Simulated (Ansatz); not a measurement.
# Bi2Se3: what the fields show

```
CELL_PARAMETERS angstrom
4.12117 0.00092 -0.00309
-2.06145 3.56868 -0.00308
0.00940 0.01615 9.89102
ATOMIC_POSITIONS crystal
Bi 0.66700 0.33400 0.80630
Bi 0.33333 0.66700 0.19370
Se 0.00016 0.00050 0.00000
Se 0.66650 0.33351 0.35188
Se 0.33383 0.66750 0.64812
```

Space group P-3m1.

Theory: DFT PBEsol, scalar-relativistic, plane waves, PAW (Ansatz 0.2.0).

In a PAW calculation such maps are meaningful between the atoms, not at the nuclei.

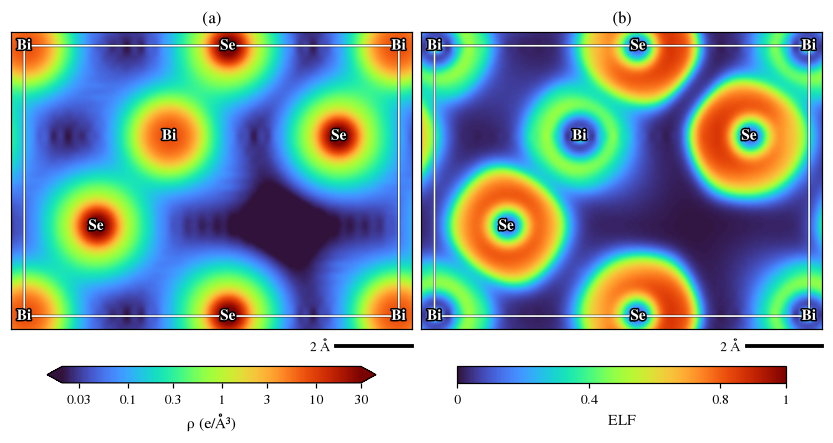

Figure 1. (a) valence electron density; (b) ELF on the (110) plane of the conventional cell.

Q: Describe what can be read from this map.

A:
- Atoms in the plane: Bi and Se.
- Bi–Se (2.85 Å): ρ is about 0.34 e/Å³ halfway; the ELF is about 0.45 at the midpoint and 0.35 at its lowest between the atoms.
- Bi–Se (3.05 Å): ρ is about 0.23 e/Å³ halfway; the ELF is about 0.30 at the midpoint.
- Between the atoms the lowest density in this plane is 0.005 e/Å³.
- The ELF also peaks beside Se, away from the bonds: lone-pair regions.
- The features right at Bi lie inside the PAW spheres, where the map follows smoothed inner orbitals and isn't to be read closely.

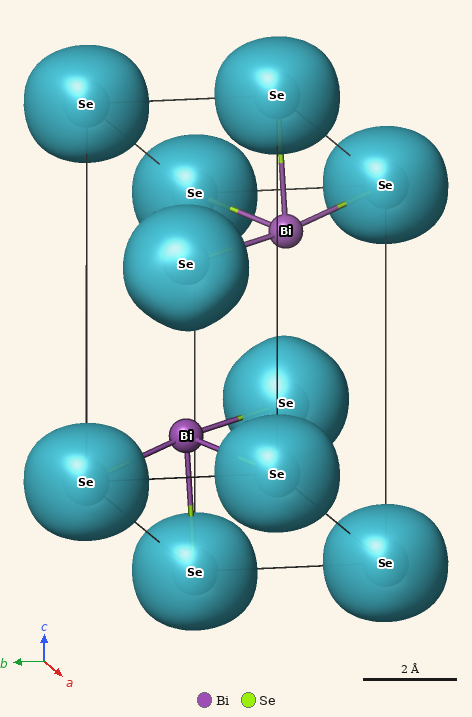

Figure 2. Isosurface of the electron localisation function at 0.6 (cyan), seen at an oblique angle. Only the valence region is drawn (cores and ρ < 0.01 e/Å³ removed). Sticks mark near contacts.

Q: Identify the bonds, lone pairs and shells in this picture.

A: The ELF exceeds this value in three regions wrapped around Se (the valence shell of each), counted in one cell of 5 atoms. Regions shared between cells count once.

Q: Metal or insulator at this level of theory?

A: It is gapped, with a Kohn–Sham gap of 0.34 eV on the k-point mesh, an upper bound to the gap of this method.
